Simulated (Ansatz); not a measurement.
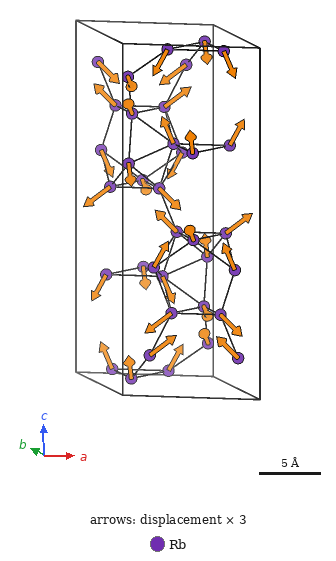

A relaxation of a crystal of Rb (built on the alpha-boron_166 type). The starting structure is drawn; orange arrows show the displacements (the part carried along by the change of the cell is left out), 3 times their true length.

The picture is a ball-and-stick view of the conventional cell (3 times the calculation's cell), seen slightly off an axis. Lengths and directions refer to the drawn axes.

Case: alpha-boron type (R-3m, No. 166).

Level of theory: Ansatz 0.2.0, DFT PBEsol, scalar-relativistic, plane waves, PAW. (plane-wave cutoff 420 eV; k-point mesh 6 × 6 × 6; occupations gaussian; smearing width 0.1 eV; no spin polarisation; cell and atoms relaxed; force threshold 0.01 eV/Å; at most 80 steps)

Q: What did the optimiser do to the structure, and how much energy did it gain?

A: The largest moves relative to the cell, 0.97 Å, are those of Rb atoms. The volume changes by +9.4 %, with a = b 11.601 → 9.444 Å (−18.6 %), c 29.676 → 48.978 Å (+65.0 %). Near-neighbour distances that change, for instance: Rb–Rb 4.246 → 7.783 Å, Rb–Rb 7.464 → 4.678 Å, Rb–Rb 6.851 → 4.818 Å, Rb–Rb 3.942 → 4.621 Å. Bonds break: Rb–Rb (4.25 → 7.78 Å). Bond angles that change, for instance: Rb–Rb–Rb 60.1° → 109.0°, Rb–Rb–Rb 108.9° → 60.8°, Rb–Rb–Rb 107.0° → 60.3°. The space group stays R-3m (No. 166). The energy falls by 1.946 eV per cell of the calculation in 22 accepted moves (26 points after the start). The largest force component goes from 0.36 to 0.0065 eV/Å. Pressure: 0.74 GPa at the start and 0.00 GPa at the end. The line search rejected the trial steps at points 16, 17 of the run. The SCF was repeated twice at an unchanged geometry on a basis and grid sized afresh for the cell, which shifted the energy by 72.7 meV per cell of the calculation at most.
